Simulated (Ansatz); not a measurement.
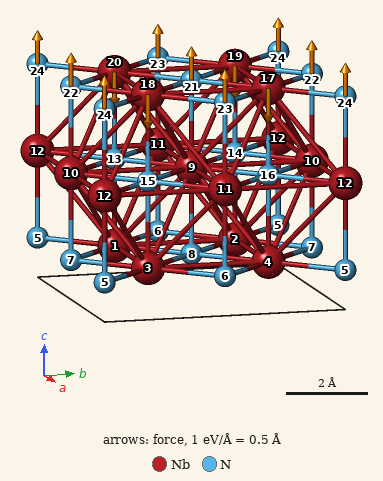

Starting geometry of a slab of composition NbN (cut from the Fm-3m phase) with the computed forces as orange arrows. A ball-and-stick model of the cell of the calculation, outlined in the plane, without the vacuum (origin shifted), seen slightly off an axis.

Case: clean slab, lower planes held. The slab is the (1 0 0) face of NbN. 8 atoms are held fixed.

Level of theory: DFT PBE+D3(BJ), scalar-relativistic, plane waves, PAW (Ansatz 0.2.0). (plane-wave cutoff 420 eV; k-point mesh 3 × 3 × 1; occupations gaussian; smearing width 0.1 eV; no spin polarisation; dipole correction; atoms relaxed in a fixed cell; force threshold 0.03 eV/Å; at most 70 steps)

Is this structure relaxed? If not, where do the atoms go?

It isn't relaxed: the largest force vector, on Nb atoms, is 1.83 eV/Å. The atoms end up moving mostly along the starting forces (cosine between the two patterns 0.93). The energy falls by 1.148 eV per cell of the calculation in 4 geometry steps. Largest force component: 1.8 eV/Å at the start, 0.0074 eV/Å at the end. The largest moves, 0.19 Å, are those of N21, N22, N23 and N24. N21 goes along the normal (+c). Largest moves by element: N 0.19 Å, Nb 0.10 Å. The lattice vectors keep their values. Among the contacts that change: Nb10–N22 2.192 → 2.344 Å, Nb10–Nb17 3.101 → 3.002 Å, N13–Nb20 2.192 → 2.125 Å, Nb1–N13 2.192 → 2.155 Å. Bond angles that change, for instance: Nb17–N22–Nb20 180.0° → 164.8°, Nb10–N22–Nb17 90.0° → 82.4°, Nb9–N16–Nb12 180.0° → 176.1°.
